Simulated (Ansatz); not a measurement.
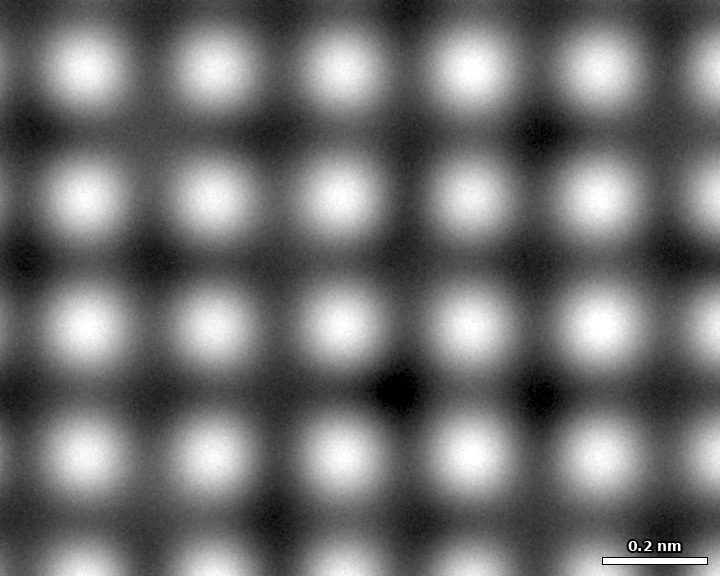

An image along [001] of one of the structures below (computed or model cells, partly hypothetical, each in its standard cell). Simulated incoherent Z contrast: every atom adds Z^1.8 spread by a probe of 1.30 Å full width; channelling and multiple scattering are left out. The probe carries 25 % of its weight in a tail 2.5 times as wide. The display is stretched by a gamma of 0.65; percentages refer to the linear signal. Shot noise and the speckle of an amorphous layer were added.

A. W
Space group P6_3/mmc (No. 194). a = 2.765 Å, b = 2.765 Å, c = 9.831 Å, α = 90.00°, β = 90.00°, γ = 120.00°
| atom | site | symmetry | x | y | z |
| --- | --- | --- | --- | --- | --- |
| W | 2a | -3m. | 0.0000 | 0.0000 | 0.0000 |
| W | 2c | -6m2 | 0.3333 | 0.6667 | 0.2500 |

B. Tl
Space group Fm-3m (No. 225). a = 5.000 Å, b = 5.000 Å, c = 5.000 Å, α = 90.00°, β = 90.00°, γ = 90.00°
| atom | site | symmetry | x | y | z |
| --- | --- | --- | --- | --- | --- |
| Tl | 4a | m-3m | 0.0000 | 0.0000 | 0.0000 |

C. Co
Space group Pm-3n (No. 223). a = 4.510 Å, b = 4.510 Å, c = 4.510 Å, α = 90.00°, β = 90.00°, γ = 90.00°
| atom | site | symmetry | x | y | z |
| --- | --- | --- | --- | --- | --- |
| Co | 2a | m-3. | 0.0000 | 0.0000 | 0.0000 |
| Co | 6c | -4m.2 | 0.2500 | 0.0000 | 0.5000 |

D. Tl
Space group P6/mmm (No. 191). a = 5.543 Å, b = 5.543 Å, c = 3.412 Å, α = 90.00°, β = 90.00°, γ = 120.00°
| atom | site | symmetry | x | y | z |
| --- | --- | --- | --- | --- | --- |
| Tl | 1a | 6/mmm | 0.0000 | 0.0000 | 0.0000 |
| Tl | 2d | -6m2 | 0.3333 | 0.6667 | 0.5000 |

> Which structure was imaged?

B, Tl. Along [001] the projected cells are A 2.76 × 2.76 Å, 120°; B 2.50 × 2.50 Å, 90°; C 4.51 × 4.51 Å, 90°; D 3.20 × 3.20 Å, 120°. The image repeats as B does.

Structure B: the geometry relaxed with DFT, PBE, plane waves (420 eV) with PAW, scalar-relativistic (Ansatz); the starting structure was generated, so it need not be a known form of this composition.
